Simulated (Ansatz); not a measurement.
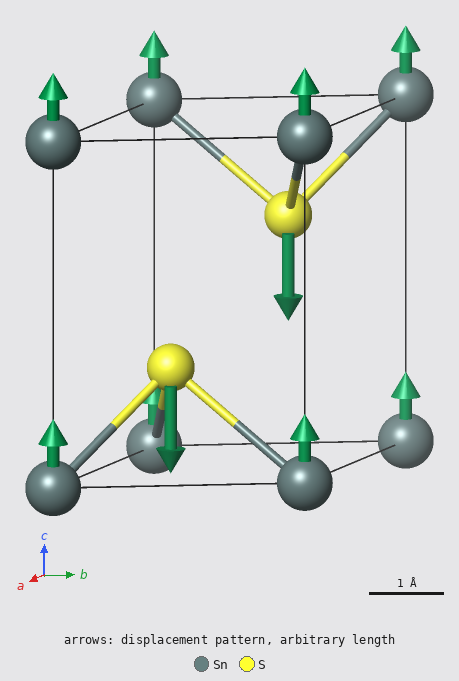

One vibrational mode of crystalline SnS₂ relaxed at 30 GPa at the zone centre. Displacements are drawn as green arrows; their common scale and sign are arbitrary. The picture is a ball-and-stick view of the cell of the calculation, seen slightly off an axis.

Level of theory: DFT PBE, scalar-relativistic, plane waves, PAW in Ansatz 0.2.0.

The input:
```yaml
crystal:
  lattice:
    - [3.4690253535, 0.0, 0.0]
    - [-1.7345126767, 3.0042640825, 0.0]
    - [0.0, 0.0, 4.8251973701]
  atoms:
    - { symbol: Sn, position: [0.0, 0.0, 0.0] }
    - { symbol: S, position: [0.6666666667, 0.3333333333, 0.3025418114] }
    - { symbol: S, position: [0.3333333333, 0.6666666667, 0.6974581886] }
basis:
  ecutwfc: 420
kpoints:
  mp_grid: { grid: [12, 12, 10] }
hamiltonian:
  xc: pbe
scf:
  occupations: { method: fermi_dirac, width: 0.15 }
output:
  eigenvalues: true
phonons:
  method: dfpt
  eigenvectors: true
```

Run as
```bash
ansatz run input.yaml --threads 1 --pin off --max-ram 3072MiB --backend cpu --events-out ev --progress --plain --runs-dir out
```

The frequencies depend somewhat on the k-mesh and the smearing.

**Give the symmetry, activity and frequency of this mode.**

This is the A₂u mode at 45.6 meV, the highest optical level, infrared-active by symmetry. The S sublattice moves against the Sn sublattice, along c; the kinetic energy is shared as S 65 %, Sn 35 %. The crystal is a metal, so free carriers screen the infrared response.
